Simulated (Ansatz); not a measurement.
SiNi

The calculation's input:

```
crystal:
  lattice:
    - [1.9673546483, -1.9671403906, 0.0]
    - [1.9673546483, 1.9671403906, 0.0]
    - [0.0, 0.0, 2.7919188466]
  atoms:
    - { symbol: Si, position: [0.0, 0.0, 0.0] }
    - { symbol: Ni, position: [0.5, 0.5, 0.5] }
basis:
  ecutwfc: 500
kpoints:
  mp_grid: { grid: [16, 16, 16] }
hamiltonian:
  xc: r2scan
scf:
  occupations: { method: gaussian, width: 0.1 }
output:
  forces: true
  stress: true
  eigenvalues: true
  write_density: true
  write_potential: true
  elf: true
  volumetric_format: npy
relax:
  adjacent_minimum: "off"
  f_tol: 0.01
  max_steps: 60
  cell: { stress_tol: 0.1 }
```

Command:

```sh
ansatz run input.yaml --threads 1 --pin off --max-ram 2560MiB --backend cpu --events-out ev --progress --plain --runs-dir out
```

Below, planes, directions and counts refer to the conventional cell (a = 2.80 Å, b = 2.80 Å, c = 2.80 Å, α = 90.00°, β = 90.00°, γ = 90.00°).

The fields are those of the run's last geometry, not of the input's.

Space group Pm-3m; computed without spin polarisation.

The calculation used DFT r2SCAN, scalar-relativistic, plane waves, PAW (Ansatz).

Core electrons are frozen (PAW), and the valence fields are smoothed inside the atomic spheres.

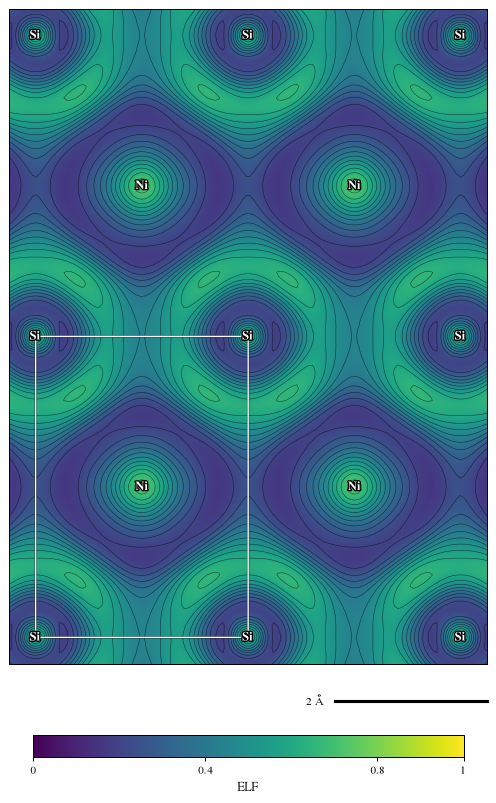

Figure 1. ELF on the (101̄) plane of the conventional cell.

Question: What does the map show?

Answer: The section cuts through Si and Ni sites.
Si–Ni (2.42 Å): the ELF peaks at about 0.65 in the valence shell of Si, 0.9 Å from its nucleus, and is about 0.45 at the midpoint.
The features right at Ni lie inside the PAW spheres, where the map follows smoothed inner orbitals and isn't to be read closely.

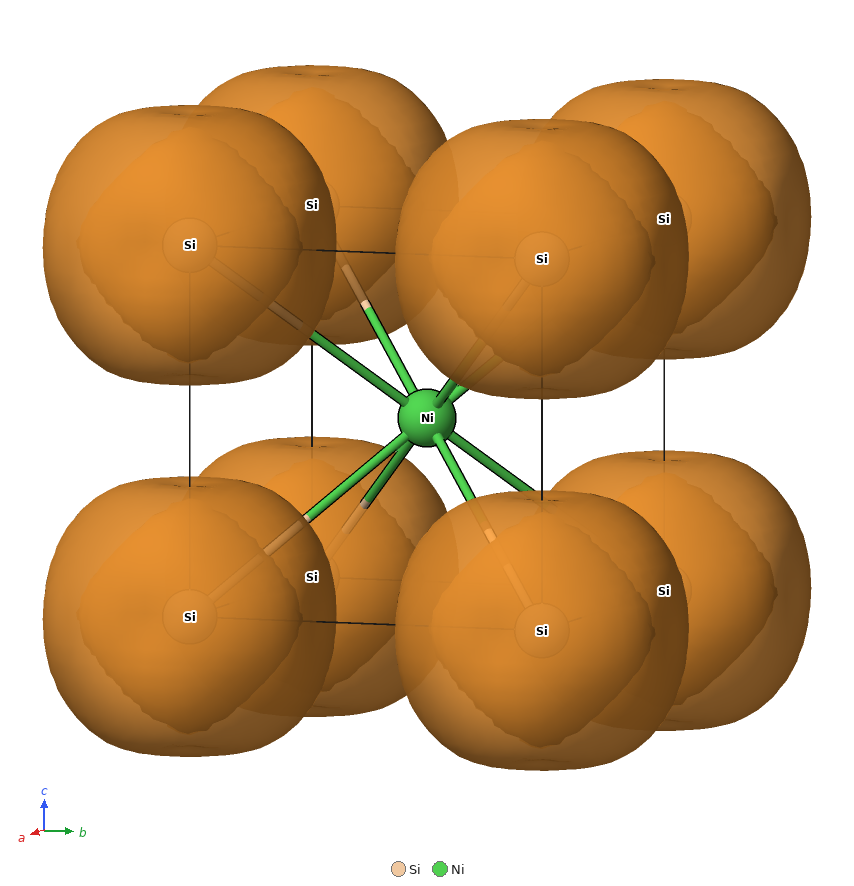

Figure 2. Isosurface of the ELF at 0.55 (orange), seen slightly off an axis. Only the valence region is drawn (cores and ρ < 0.01 e/Å³ removed). Sticks mark near contacts.

Question: Identify the bonds, lone pairs and shells in this picture.

Answer: The ELF exceeds this value in one region wrapped around Si (its valence shell), counted in one cell of 2 atoms. Any copies at cell faces, edges or corners count once.

Question: Metal or insulator at this level of theory?

Answer: It is metallic or semimetallic at this level of theory: no gap opens.
